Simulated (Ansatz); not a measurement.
Mo (slab)

Input

```
crystal:
  lattice:
    - [3.1294301619, 0.0, 0.0]
    - [0.0, 3.1294301619, 0.0]
    - [0.0, 0.0, 20.0433475232]
  atoms:
    - { symbol: Mo, position: [0.5, 0.5, 0.1995674622] }
    - { symbol: Mo, position: [0.0, 0.0, 0.2776340167] }
    - { symbol: Mo, position: [0.5, 0.5, 0.3579998484] }
    - { symbol: Mo, position: [0.0, 0.0, 0.4262435461] }
basis:
  ecutwfc: 420
kpoints:
  mp_grid: { grid: [9, 9, 1] }
hamiltonian:
  xc: pbesol
  pseudopotentials: { kind: paw, azcp: { folder: soft_1 } }
scf:
  occupations: { method: gaussian, width: 0.1 }
output:
  forces: true
  eigenvalues: true
  write_density: true
  write_potential: true
  elf: true
  volumetric_format: npy
efield:
  axis: 3
  dipole_correction: true
  ramp_width: 0.04
```

Launched as:

```sh
ansatz run input.yaml --threads 1 --pin off --max-ram 3072MiB --backend cpu --events-out ev --progress --plain --runs-dir out
```

Not relaxed (largest force 1.7 eV/Å); computed without spin polarisation; PAW files of the earlier set (soft_1).

Theory: Ansatz, DFT PBEsol, scalar-relativistic, plane waves, PAW.

> What will maps of the valence pseudo-density and electron localisation function show?

Mo–Mo (2.60 Å): ρ at the midpoint is about 0.49 e/Å³; the ELF is about 0.35 at the midpoint.
Mo–Mo (2.71 Å): the density is about 0.41 e/Å³ at the midpoint; the ELF is about 0.35 at the midpoint.

> Metal or insulator at this level of theory?

It is gapless in this calculation (a metal or semimetal).

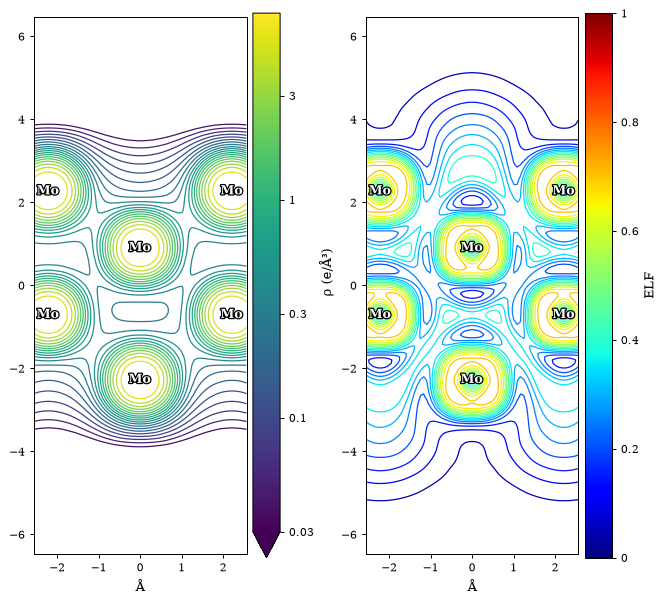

Computed valence pseudo-density and electron localisation function on the (110) plane of the calculation cell, a cut from vacuum to vacuum, in this order. 
